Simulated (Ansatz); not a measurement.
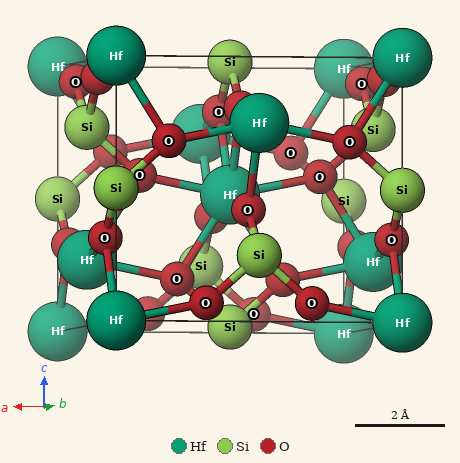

Reference structure: a crystal of HfSiO₄ (built on the database structure type) at its r2SCAN-relaxed geometry. A ball-and-stick model of the conventional cell (2 times the calculation's cell), seen from a free direction. Lengths and directions refer to the drawn axes.

Theory: DFT, r2SCAN, plane waves, PAW (Ansatz 0.2.0). Settings: plane-wave cutoff 500 eV; k-point mesh 6 × 6 × 6; occupations fixed; no spin polarisation.

Now this is done to it. The cell is strained by +0.7 % along c and −1.0 % across it (volume −1.3 %). The atoms and the free axis were relaxed with r2SCAN under that strain, and this is a single point on that geometry.

Input file:
```yaml
crystal:
  lattice:
    - [-3.2579149212, 3.2579149212, 3.0053442477]
    - [3.2579149212, -3.2579149212, 3.0053442477]
    - [3.2579149212, 3.2579149212, -3.0053442477]
  atoms:
    - { symbol: Hf, position: [0.0, 0.0, 0.0] }
    - { symbol: Hf, position: [0.75, 0.25, 0.5] }
    - { symbol: Si, position: [0.25, 0.75, 0.5] }
    - { symbol: Si, position: [0.5, 0.5, 0.0] }
    - { symbol: O, position: [0.1351572677, 0.3205139666, 0.8146433011] }
    - { symbol: O, position: [0.0705139666, 0.7558706655, 0.6853566989] }
    - { symbol: O, position: [0.0705139666, 0.3851572677, 0.3146433011] }
    - { symbol: O, position: [0.5058706655, 0.3205139666, 0.1853566989] }
    - { symbol: O, position: [0.6794860334, 0.4941293345, 0.8146433011] }
    - { symbol: O, position: [0.6148427323, 0.9294860334, 0.6853566989] }
    - { symbol: O, position: [0.2441293345, 0.9294860334, 0.3146433011] }
    - { symbol: O, position: [0.6794860334, 0.8648427323, 0.1853566989] }
kpoints:
  mp_grid: { grid: [6, 6, 6] }
  band_path:
    path:
      - [0.0, 0.0, 0.0]
      - [0.0, 0.0, 0.5]
      - [-0.5, 0.5, 0.5]
      - [0.4557990254, 0.4557990254, -0.4557990254]
      - [-0.4557990254, 0.5442009746, 0.4557990254]
      - [0.25, 0.25, 0.25]
      - [0.0, 0.5, 0.0]
      - [0.1666666667, 0.1666666667, 0.1666666667]
      - [0.0, 0.0, 0.458333]
    npoints: 1
hamiltonian:
  xc: r2scan
scf:
  occupations: { method: fixed }
  n_extra_bands: 7
output:
  forces: true
  stress: true
  eigenvalues: true
```

Question: Predict the response.

Answer: Near-neighbour distances before and after: Hf–O 2.117 → 2.094 Å, Hf–O 2.264 → 2.274 Å. The space group stays I4_1/amd (No. 141). It costs 2.9 meV per atom. Pressure: 0.0 GPa before, 2.9 GPa after. The principal stresses (compression positive) are 0.0 GPa along c and 4.4 GPa across it. The forces stay under 0.01 eV/Å. The band gap: 6.00 eV before, 6.09 eV after.
